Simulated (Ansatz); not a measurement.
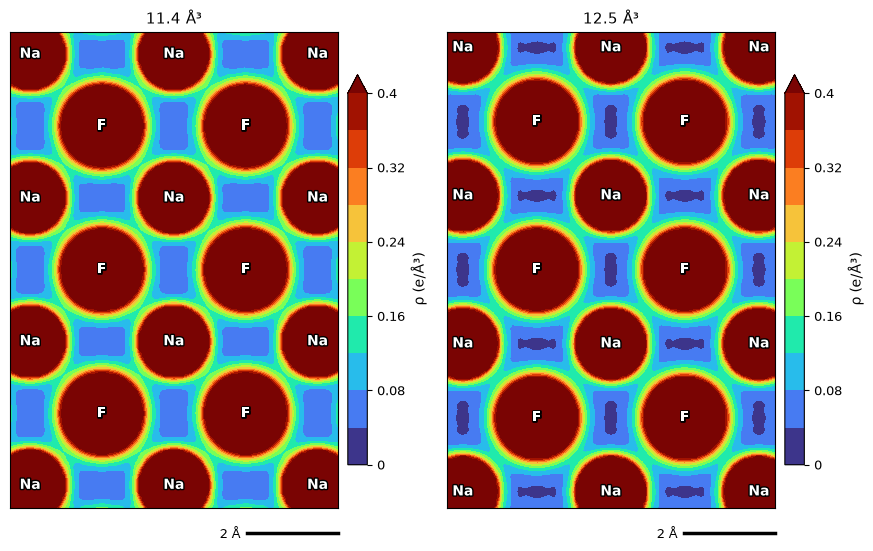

NaF. The valence charge density (pseudo) of cells scaled evenly to different volumes (given per atom above each panel), on the (101) plane of each (indices in the axes of the cell below), at one length scale and on one colour scale.

These are results of DFT PBE, scalar-relativistic, plane waves, PAW in Ansatz 0.2.0, not measurements.

The density is the valence pseudo-density of a PAW calculation; it isn't the true density close to the nuclei.

The largest cell:

```yaml
crystal:
  lattice:
    - [0.00000, 2.32000, 2.32000]
    - [2.32000, 0.00000, 2.32000]
    - [2.32000, 2.32000, 0.00000]
  atoms:
    - { symbol: Na, position: [0.00000, 0.00000, 0.00000] }
    - { symbol: F, position: [0.50000, 0.50000, 0.50000] }
```

| volume (Å³/atom) | Na–F contact in the plane (Å) | ρ at its midpoint (e/Å³) | pressure (GPa) | gap on the mesh (eV) | 
| --- | --- | --- | --- | --- |
| 11.42 | 2.252 | 0.173 | 7.7 | 6.81 | 
| 11.81 | 2.277 | ? | ? | ? | 
| 12.49 | 2.320 | 0.148 | 1.9 | 6.29 | 

What values belong in the row with question marks?

Over the known rows ln ρ falls by 2.30 per Å of Na–F distance (the line through the two), which gives 0.163 e/Å³ at 2.277 Å; the calculation gives 0.163 e/Å³. For the pressure, a straight line in volume between the neighbouring rows gives 5.6 GPa; the calculation gives 5.3. For the gap on the mesh, a straight line in volume between the neighbouring rows gives 6.62 eV; the calculation gives 6.61.
